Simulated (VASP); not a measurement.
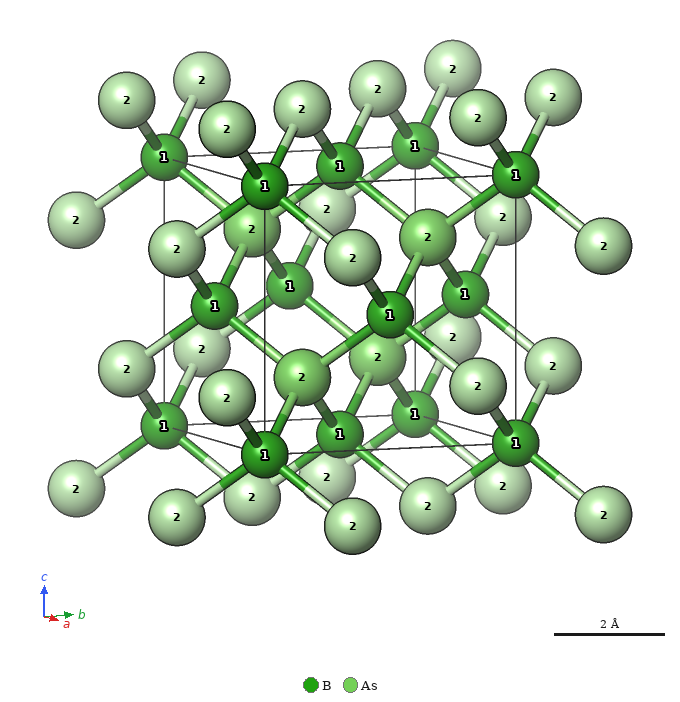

*The structure as given in the input (ball-and-stick view of the cell 4 times as large as that of the calculation, set on its symmetry axes, seen slightly off an axis; neighbours outside the cell are drawn fainter; atoms are numbered from 1 in the order of the input).*

## Band-structure run, with input and output: BAs

The run: band-structure run of BAs (F-43m, 2 atoms in the cell). Method and program: Kohn-Sham DFT of a periodic cell, PBE, VASP PAW PBE potentials, recommended, no spin polarisation (VASP 6.6.1).

The structure derives from an entry of the Crystallography Open Database.

**OSZICAR**
```
N       E                     dE             d eps       ncg     rms          rms(c)
DAV:   1     0.121123076533E+02    0.12112E+02   -0.37517E+03    66   0.647E+02
DAV:   2    -0.866412950584E+01   -0.20776E+02   -0.18851E+02    85   0.960E+01
DAV:   3    -0.936021966213E+01   -0.69609E+00   -0.69563E+00    89   0.162E+01
DAV:   4    -0.936196719247E+01   -0.17475E-02   -0.17475E-02    69   0.833E-01
DAV:   5    -0.936197078400E+01   -0.35915E-05   -0.35915E-05    84   0.414E-02    0.496E+00
DAV:   6    -0.871983087082E+01    0.64214E+00   -0.23219E+00    66   0.556E+00    0.240E+00
DAV:   7    -0.865556681367E+01    0.64264E-01   -0.10076E-01    72   0.187E+00    0.121E+00
DAV:   8    -0.864691936944E+01    0.86474E-02   -0.48860E-02    66   0.121E+00    0.198E-01
DAV:   9    -0.864851432794E+01   -0.15950E-02   -0.19803E-03    75   0.219E-01    0.888E-02
DAV:  10    -0.864905836441E+01   -0.54404E-03   -0.63931E-04    66   0.156E-01    0.229E-02
[... 396 further cycles ...]
DAV:   3    -0.313813303818E+02   -0.15121E+01       89
DAV:   4    -0.313838064670E+02   -0.24761E-02       83
DAV:   5    -0.313838103941E+02   -0.39271E-05       84
DAV:   6    -0.313838104070E+02   -0.12851E-07       82
       N       E                     dE             ncg
DAV:   1     0.342548713114E+03   -0.64825E+03       44
DAV:   2     0.298899305616E+03   -0.43649E+02       66
DAV:   3     0.297823997239E+03   -0.10753E+01       64
DAV:   4     0.297821956079E+03   -0.20412E-02       61
DAV:   5     0.297821955145E+03   -0.93383E-06       53
DAV:   6     0.297821955142E+03   -0.25064E-08       58
```

**Parts of OUTCAR**
```
SYSTEM = BAs
   PREC = Accurate
   ENCUT = 520
   EDIFF = 1E-7
   ISMEAR = 0
   LREAL = .False.
   LASPH = .True.
   NELM = 80
   ISIF = 2
   GGA = PE

 ion  position               nearest neighbor table
   1  0.000  0.000  0.000-   2 2.15   2 2.15   2 2.15   2 2.15
   2  0.250  0.250  0.250-   1 2.15   1 2.15   1 2.15   1 2.15

  LATTYP: Found a face centered cubic cell.
 ALAT       =     4.9552752276

  Lattice vectors:

 A1 = (   0.0000000000,   2.4776376138,   2.4776376138)
 A2 = (   2.4776376138,   0.0000000000,   2.4776376138)
 A3 = (   2.4776376138,   2.4776376138,   0.0000000000)

Analysis of symmetry for initial positions (statically):
=====================================================================
 Subroutine PRICEL returns:
 Original cell was already a primitive cell.

 Routine SETGRP: Setting up the symmetry group for a
 face centered cubic supercell.

 Subroutine GETGRP returns: Found 24 space group operations
 (whereof 24 operations were pure point group operations)
 out of a pool of 48 trial point group operations.

The static configuration has the point symmetry T_d .

Analysis of symmetry for dynamics (positions and initial velocities):
=====================================================================
 Subroutine PRICEL returns:
 Original cell was already a primitive cell.

 Routine SETGRP: Setting up the symmetry group for a
 face centered cubic supercell.

 Subroutine GETGRP returns: Found 24 space group operations
 (whereof 24 operations were pure point group operations)
 out of a pool of 48 trial point group operations.

The dynamic configuration has the point symmetry T_d .

 Subroutine INISYM returns: Found 24 space group operations
 (whereof 24 operations are pure point group operations),
 and found     1 'primitive' translations

----------------------------------------------------------------------------------------

                                     Primitive cell

  volume of cell :      30.4189

  direct lattice vectors                    reciprocal lattice vectors
     0.000000000  2.477637614  2.477637614    -0.201805138  0.201805138  0.201805138
     2.477637614  0.000000000  2.477637614     0.201805138 -0.201805138  0.201805138
     2.477637614  2.477637614  0.000000000     0.201805138  0.201805138 -0.201805138

  length of vectors
     3.503908716  3.503908716  3.503908716     0.349536752  0.349536752  0.349536752

  position of ions in fractional coordinates (direct lattice)
     0.000000000  0.000000000  0.000000000
     0.250000000  0.250000000  0.250000000

  ion indices of the primitive-cell ions
   primitive index   ion index
                 1           1
                 2           2

----------------------------------------------------------------------------------------

 KPOINTS: regular mesh

Automatic generation of k-mesh.
 Grid dimensions read from file:
 generate k-points for:    2    2    2

 Generating k-lattice:

  Cartesian coordinates                     Fractional coordinates (reciprocal lattice)
    -0.100902569  0.100902569  0.100902569     0.500000000  0.000000000  0.000000000
     0.100902569 -0.100902569  0.100902569     0.000000000  0.500000000  0.000000000
     0.100902569  0.100902569 -0.100902569     0.000000000  0.000000000  0.500000000

  Length of vectors
     0.174768376  0.174768376  0.174768376

  Shift w.r.t. Gamma in fractional coordinates (k-lattice)
     0.000000000  0.000000000  0.000000000

 Subroutine IBZKPT returns following result:
 ===========================================

 Found      3 irreducible k-points:

 Following reciprocal coordinates:
            Coordinates               Weight
  0.000000  0.000000  0.000000      1.000000
  0.500000  0.000000  0.000000      4.000000
  0.500000  0.500000  0.000000      3.000000
   k-points           NKPTS =      3   k-points in BZ     NKDIM =      3   number of bands    NBANDS=     11
   number of dos      NEDOS =    301   number of ions     NIONS =      2
   total plane-waves  NPLWV =  21952
   dimension x,y,z NGX =    28 NGY =   28 NGZ =   28
   dimension x,y,z NGXF=    56 NGYF=   56 NGZF=   56
   ions per type =               1   1
   NGX,Y,Z   is equivalent  to a cutoff of  13.28, 13.28, 13.28 a.u.
   NGXF,Y,Z  is equivalent  to a cutoff of  26.57, 26.57, 26.57 a.u.
 SYSTEM =  BAs
   PREC   = accura    normal or accurate (medium, high low for compatibility)
   ISTART =      0    job   : 0-new  1-cont  2-samecut
   ICHARG =      2    charge: 1-file 2-atom 10-const
   ISPIN  =      1    spin polarized calculation?
   LNONCOLLINEAR =      F non collinear calculations
   LSORBIT =      F    spin-orbit coupling
   LASPH  =      T    aspherical Exc in radial PAW
   ENCUT  =  520.0 eV  38.22 Ry    6.18 a.u.   6.51  6.51  6.51*2*pi/ulx,y,z
   NELM   =     80;   NELMIN=  2; NELMDL= -5     # of ELM steps
   EDIFF  = 0.1E-06   stopping-criterion for ELM
   LREAL  =      F    real-space projection
   EDIFFG = 0.1E-05   stopping-criterion for IOM
   NSW    =      0    number of steps for IOM
   IBRION =     -1    ionic relax: 0-MD 1-quasi-New 2-CG
   NFREE  =      0    steps in history (QN), initial steepest desc. (CG)
   ISIF   =      2    stress and relaxation
   ISYM   =      2    0-nonsym 1-usesym 2-fastsym
   POTIM  = 0.5000    time-step for ionic-motion
   TEBEG  =    0.0;   TEEND  =   0.0 temperature during run
   PSTRESS=    0.0 pullay stress
   NELECT =       8.0000    total number of electrons
   NUPDOWN=      -1.0000    fix difference up-down
   EMIN   =  10.00;   EMAX   =-10.00  energy-range for DOS
   EFERMI =   0.00;   METHOD = LEGACY
   ISMEAR =     0;   SIGMA  =   0.02  broadening in eV -4-tet -1-fermi 0-gaus
   EFERMI_NEDOS =   21; number of points for ismear=-14 and -15
   IALGO  =     38    algorithm
   IMIX   =      4    mixing-type and parameters
     AMIX     =   0.40;   BMIX     =  1.00
     AMIX_MAG =   1.60;   BMIX_MAG =  1.00
  volume/ion in A,a.u.               =      15.21       102.64
  Fermi-wavevector in a.u.,A,eV,Ry     =   1.048875  1.982086 14.968295  1.100139
  Thomas-Fermi vector in A             =   2.183815
   LORBIT       =      0    0 simple, 1 ext, 2 COOP (PROOUT), +10 PAW based schemes
   GGA     = PE    functional components
   LHFCALC =     F    Hartree Fock is set to
   AEXX    =    0.0000 exact exchange contribution
   IVDW    =     0    specifies the selected vdW correction
   LEPSILON=     F    determine dielectric tensor
   LRPA    =     F    only Hartree local field effects (RPA)
 non-spin polarized calculation
 Gauss-broadening in eV      SIGMA  =   0.02
  energy-cutoff  :      520.00
  volume of cell :       30.42
 maximum number of plane-waves:       869
 NGX is ok and might be reduce to    28
   NGX = 13   NGY = 13   NGZ = 13

 number of electron       8.0000001 magnetization

 Free energy of the ion-electron system (eV)
  ---------------------------------------------------
  ext. energy  EPLUGINS =         0.00000000
  ---------------------------------------------------
  free energy    TOTEN  =        -8.64907004 eV

  energy without entropy =       -8.64907004  energy(sigma->0) =       -8.64907004

 E-fermi :   5.4243     XC(G=0):  -9.9273     alpha+bet :-10.9001

 val. band max:        5.2761242843   @ k =   0.0000   0.0000   0.0000
 cond. band min:       6.7191857466   @ k =   0.5000   0.5000   0.0000
 fundamental gap:      1.4430614623
 Fermi energy:         5.4243480279

 k-point     1 :       0.0000    0.0000    0.0000
  band No.  band energies     occupation
      1      -9.2428      2.00000
      2       5.2761      2.00000
      3       5.2761      2.00000
      4       5.2761      2.00000
      5       8.3173      0.00000
      6       8.3173      0.00000
      7       8.3173      0.00000
      8       8.6546      0.00000
      9      14.3429      0.00000
     10      17.6143      0.00000
     11      17.6143      0.00000

 k-point     2 :       0.5000    0.0000    0.0000
  band No.  band energies     occupation
      1      -6.7405      2.00000
      2      -2.8227      2.00000
      3       3.6065      2.00000
      4       3.6065      2.00000
      5       7.3346      0.00000
      6       9.8067      0.00000
      7       9.8067      0.00000
      8      13.8515      0.00000
      9      17.2552      0.00000
     10      18.9597      0.00000
     11      18.9597      0.00000

 k-point     3 :       0.5000    0.5000    0.0000
  band No.  band energies     occupation
      1      -5.5954      2.00000
      2      -2.7089      2.00000
      3       1.5721      2.00000
      4       1.5721      2.00000
      5       6.7192      0.00000
      6       6.7269      0.00000
      7      15.6191      0.00000
      8      15.6191      0.00000
      9      17.2702      0.00000
     10      20.8495      0.00000
     11      22.1028      0.00000

------------------------ aborting loop because EDIFF is reached ----------------------------------------

  FORCE on cell =-STRESS in cart. coord.  units (eV):
  Direction    XX          YY          ZZ          XY          YZ          ZX
  --------------------------------------------------------------------------------------
  -------------------------------------------------------------------------------------
  Total       -0.0006621     -0.0006621     -0.0006621      0.0000000      0.0000000     -0.0000000
  in kB       -0.0348724     -0.0348724     -0.0348724      0.0000000      0.0000000     -0.0000000
  external PRESSURE =      -0.0348724 kB  Pullay stress =       0.0000000 kB

 VOLUME and BASIS-vectors are now :
 -----------------------------------------------------------------------------
  energy-cutoff  :      520.00
  volume of cell :       30.42
      direct lattice vectors                 reciprocal lattice vectors
     0.000000000  2.477637614  2.477637614    -0.201805138  0.201805138  0.201805138
     2.477637614  0.000000000  2.477637614     0.201805138 -0.201805138  0.201805138
     2.477637614  2.477637614  0.000000000     0.201805138  0.201805138 -0.201805138

 POSITION                                       TOTAL-FORCE (eV/Angst)
 -----------------------------------------------------------------------------------
      0.00000      0.00000      0.00000        -0.000000     -0.000000     -0.000000
      1.23882      1.23882      1.23882         0.000000      0.000000      0.000000
 -----------------------------------------------------------------------------------
    total drift:                                0.000000      0.000000      0.000000

  FREE ENERGIE OF THE ION-ELECTRON SYSTEM (eV)
  ---------------------------------------------------
  free  energy   TOTEN  =        -8.6490700391 eV

  energy  without entropy=       -8.6490700391  energy(sigma->0) =       -8.64907004
```

**CONTCAR**
```
BAs
   1.00000000000000
     0.0000000000000000    2.4776376137999998    2.4776376137999998
     2.4776376137999998    0.0000000000000000    2.4776376137999998
     2.4776376137999998    2.4776376137999998    0.0000000000000000
  B               As
     1     1
Direct
     0.0000000000000000    0.0000000000000000    0.0000000000000000
     0.2500000000000000    0.2500000000000000    0.2500000000000000

  0.00000000E+00  0.00000000E+00  0.00000000E+00
  0.00000000E+00  0.00000000E+00  0.00000000E+00
```

The run was set up as follows.

**INCAR**
```
SYSTEM = BAs
PREC = Accurate
ENCUT = 520
EDIFF = 1E-7
ISMEAR = 0
SIGMA = 0.02
LREAL = .False.
LASPH = .True.
NELM = 80
ALGO = Normal
ISIF = 2
LWAVE = .False.
LCHARG = .False.
GGA = PE
NBANDS = 11
```

**KPOINTS**
```
regular mesh
0
Gamma
  2 2 2
  0 0 0
```

**KPOINTS_OPT**
```
path GXWKGLUWLK,UX
20
line-mode
reciprocal
 0.0000000000  0.0000000000  0.0000000000  G
 0.5000000000  0.0000000000  0.5000000000  X

 0.5000000000  0.0000000000  0.5000000000  X
 0.5000000000  0.2500000000  0.7500000000  W

 0.5000000000  0.2500000000  0.7500000000  W
 0.3750000000  0.3750000000  0.7500000000  K

 0.3750000000  0.3750000000  0.7500000000  K
 0.0000000000  0.0000000000  0.0000000000  G

 0.0000000000  0.0000000000  0.0000000000  G
 0.5000000000  0.5000000000  0.5000000000  L

 0.5000000000  0.5000000000  0.5000000000  L
 0.6250000000  0.2500000000  0.6250000000  U

 0.6250000000  0.2500000000  0.6250000000  U
 0.5000000000  0.2500000000  0.7500000000  W

 0.5000000000  0.2500000000  0.7500000000  W
 0.5000000000  0.5000000000  0.5000000000  L

 0.5000000000  0.5000000000  0.5000000000  L
 0.3750000000  0.3750000000  0.7500000000  K

 0.6250000000  0.2500000000  0.6250000000  U
 0.5000000000  0.0000000000  0.5000000000  X
```

**POSCAR**
```
BAs                                     
1.0
    0.0000000000      2.4776376138      2.4776376138
    2.4776376138      0.0000000000      2.4776376138
    2.4776376138      2.4776376138      0.0000000000
  B               As            
     1     1
Direct
     0.0000000000000000    0.0000000000000000    0.0000000000000000
     0.2500000000000000    0.2500000000000000    0.2500000000000000
```

Command:
```bash
cat potpaw_PBE.64/B/POTCAR potpaw_PBE.64/As/POTCAR > POTCAR
mpirun -np 1 vasp_std > vasp.out
```

**Summary**

| quantity | value |
| --- | --- |
| outcome | converged |
| space group (tolerance 0.01 Å) | F-43m (216) |
| electrons treated | 8 |
| free energy | −8.6491 eV |
| Fermi energy of the self-consistent step | 5.424 eV |
| gap on the k-point mesh | 1.44 eV |
| gap on the band path | 1.19 eV |
| pressure | 0.00 GPa |
| largest force (length of the vector) | under 0.001 eV/Å |
| hardware | 1 thread of Intel Xeon @ 2.50GHz (Skylake/Cascade Lake), 64 GiB of memory available, shared host |
| wall time | 25 s |
| peak memory | 0.15 GiB |

The k-point mesh is coarse for a cell of this size, so the results may not be converged.
